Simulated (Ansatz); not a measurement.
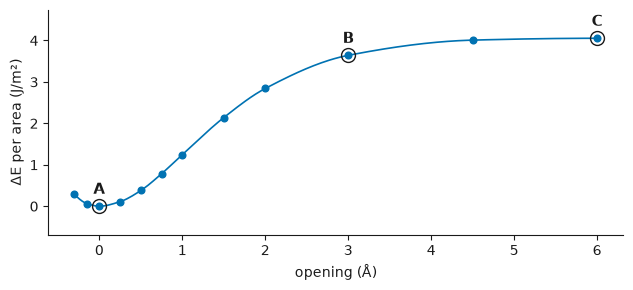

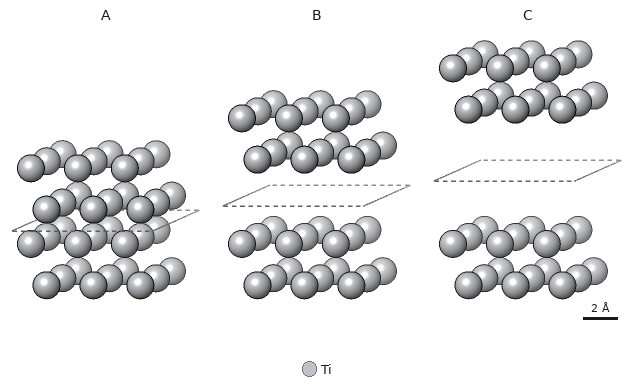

Crystalline Ti (Im-3m): the crystal is pulled apart rigidly along the normal of the (0 1 1) plane of the conventional cell, at a cut between a plane of Ti below and one of Ti above, 2.27 Å apart. One cut stands in each cell, which starts 9.1 Å high; nothing is relaxed, and the dashed outline marks the cut. The lettered frames are marked on the plot. Style: spheres-only. Shown: the layers on both sides of the cut, from the side, nearly along the cut plane.

These are results of Ansatz 0.2.0, DFT PBEsol, scalar-relativistic, plane waves, PAW, not measurements. Settings: plane-wave cutoff 420 eV; k-point mesh 22 × 22 × 7; occupations gaussian; smearing width 0.15 eV; no spin polarisation. Energies (free energies at the smearing named) are counted from the relaxed crystal.

Read off the main features of the energy profile.

At the widest opening, 6.00 Å, the energy has risen by 4.053 J/m², where the curve has levelled off: this is the ideal work of separation, the sum of the two unrelaxed surface energies of a slab 9.1 Å thick. The steepest rise lies between 0.75 Å and 1.00 Å, with a mean traction of about 18 GPa. Pressing the cut together by 0.30 Å costs 0.285 J/m².
